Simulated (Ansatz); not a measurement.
Given this structure:

```xyz
20
Lattice="5.6933 0.0000 0.0000 0.0000 11.0011 0.0000 0.0000 0.0000 11.0141" Properties=species:S:1:pos:R:3 pbc="T T T"
Cs    2.8466    5.5006    5.5218
Cs    2.8466    5.5006   10.6402
Pb    0.0000    2.7879    2.6782
Pb    0.0000    8.2133    2.6782
Cl    0.0000    7.5620   10.9272
Cl    2.8466    8.3144    2.6541
Cl    2.8466    2.6867    2.6541
Cl    0.0000    5.5006    3.4934
Cl    0.0000    5.5006    7.6102
Cl    0.0000    3.4392   10.9272
Cs    2.8466    0.0000    0.0148
Cs    2.8466    0.0000    5.1331
Pb    0.0000    8.2884    8.1853
Pb    0.0000    2.7127    8.1853
Cl    0.0000    2.0614    5.4202
Cl    2.8466    2.8139    8.1611
Cl    2.8466    8.1873    8.1611
Cl    0.0000    0.0000    9.0004
Cl    0.0000    0.0000    2.1032
Cl    0.0000    8.9397    5.4202
```

> Summarise the structure in words.

The material is CsPbCl₃. The symmetry is that of Amm2 (No. 38), on a base-centred orthorhombic lattice. The cell comprises 4 formula units: 4 Cs, 4 Pb, 12 Cl. Within bonding distance, the neighbour counts come to Cs 8 to 10 (mean 9.0), Pb 6 and Cl 4 to 6 (mean 5.0).

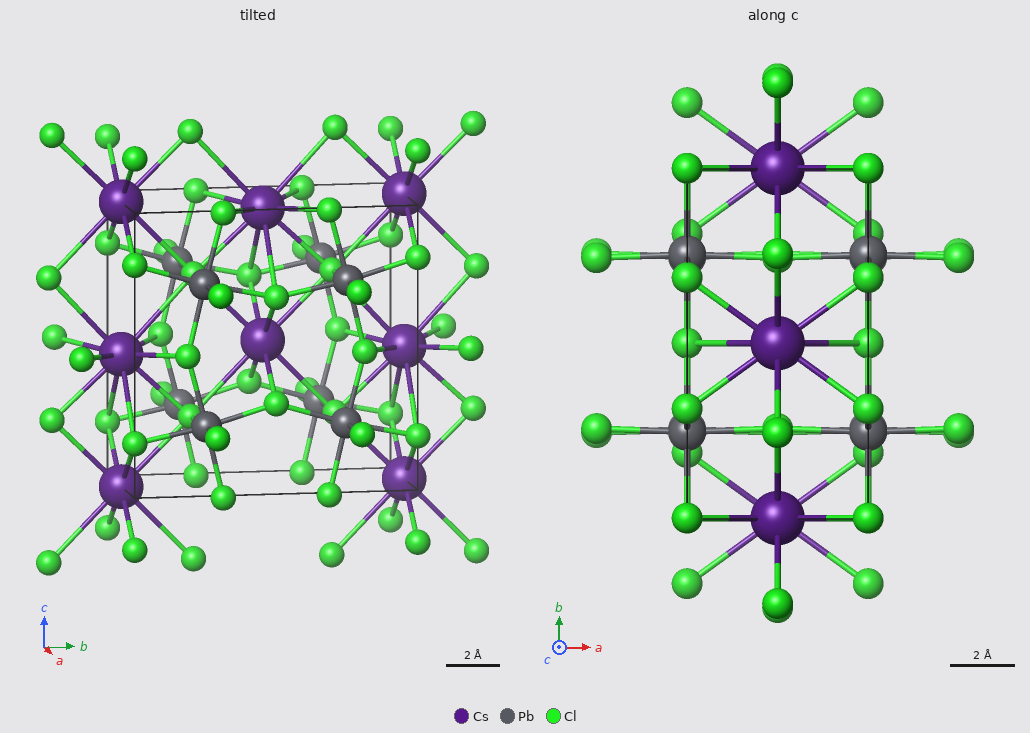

A ball-and-stick picture of a crystal structure, seen slightly off an axis and along the c axis. The parallelepiped is the conventional unit cell. Some atoms of the next cells are drawn as well.

The cell started as a structure listed in the Materials Project. Earlier steps of the study may have refined or changed the cell and positions. It was set up as input for a calculation with Ansatz.
